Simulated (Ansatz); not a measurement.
The calculation's input:

```
crystal:
  lattice:
    - [0.0, 2.9165, 2.9165]
    - [2.9165, 0.0, 2.9165]
    - [2.9165, 2.9165, 0.0]
  atoms:
    - { symbol: Cd, position: [0.0, 0.0, 0.0] }
    - { symbol: S, position: [0.75, 0.75, 0.75] }
hamiltonian:
  xc: pbesol
  pseudopotentials: { kind: paw_fr }
magnetization:
  noncollinear: true
  spin_orbit: true
kpoints:
  mp_grid: { grid: [6, 6, 6] }
  band_path:
    path:
      - [[0.0, 0.0, 0.0], [0.5, 0.0, 0.5], [0.5, 0.25, 0.75], [0.375, 0.375, 0.75], [0.0, 0.0, 0.0], [0.5, 0.5, 0.5], [0.625, 0.25, 0.625], [0.5, 0.25, 0.75], [0.5, 0.5, 0.5], [0.375, 0.375, 0.75]]
      - [[0.625, 0.25, 0.625], [0.5, 0.0, 0.5]]
    npoints: 14
scf:
  occupations: { method: fermi_dirac, width: 0.05 }
  n_extra_bands: 6
output:
  forces: true
  stress: true
  eigenvalues: true
  fatbands: true
  write_density: true
  write_potential: true
  elf: true
  volumetric_format: npy
```

Run with:

```sh
ansatz run input.yaml --threads 2 --pin off --max-ram 5632MiB --backend cpu --events-out ev --progress --plain --runs-dir out
```

Below, planes, directions and counts refer to the conventional cell (a = 5.83 Å, b = 5.83 Å, c = 5.83 Å, α = 90.00°, β = 90.00°, γ = 90.00°).

Space group F-43m.

Level of theory: Kohn-Sham DFT of a periodic cell, PBEsol, spin-orbit coupling, Ansatz PAW (Ansatz 0.2.0).

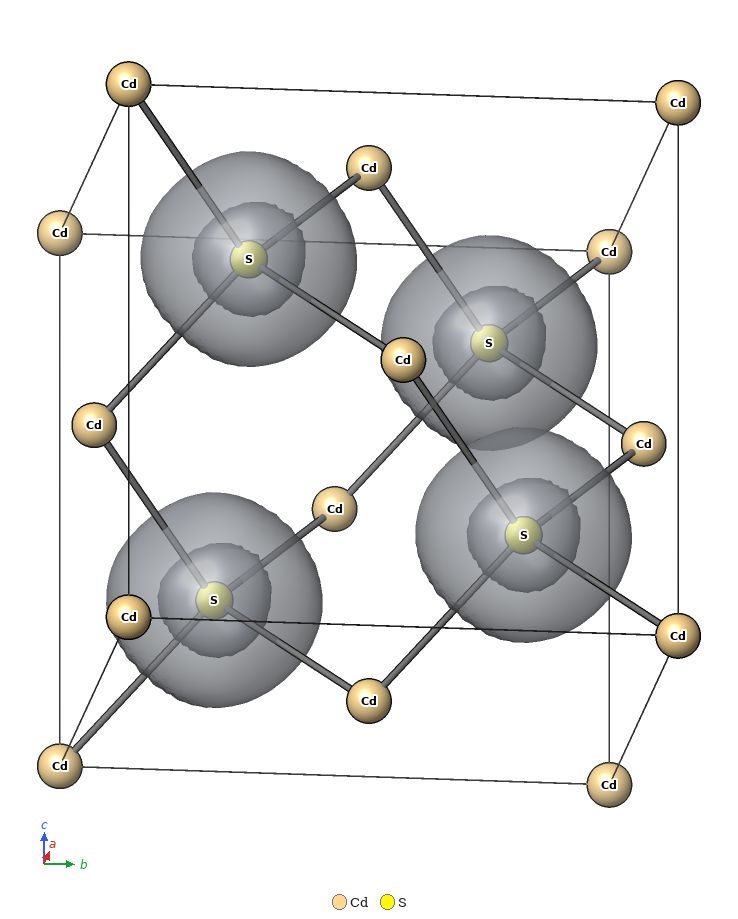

CdS. Isosurface of the electron localisation function at 0.75 (grey), seen at an oblique angle. Core shells and regions of very low density are left out. Sticks mark near contacts.

Core electrons are frozen (PAW), and the valence fields are smoothed inside the atomic spheres.

Where are the electrons localised?

At this value the surface marks out four regions wrapped around S (the valence shell of each), counted in one cell of 8 atoms. Any copies at cell faces, edges or corners count once.

Values along the shortest contacts:
Cd–S (2.53 Å): the ELF peaks at about 0.90 in the valence shell of S, 0.8 Å from its nucleus, and is about 0.35 at the midpoint.

Does the calculation make it a metal, or give it a gap?

It is gapped, with a Kohn–Sham gap of 0.99 eV on the k-point mesh, an upper bound to the gap of this method.
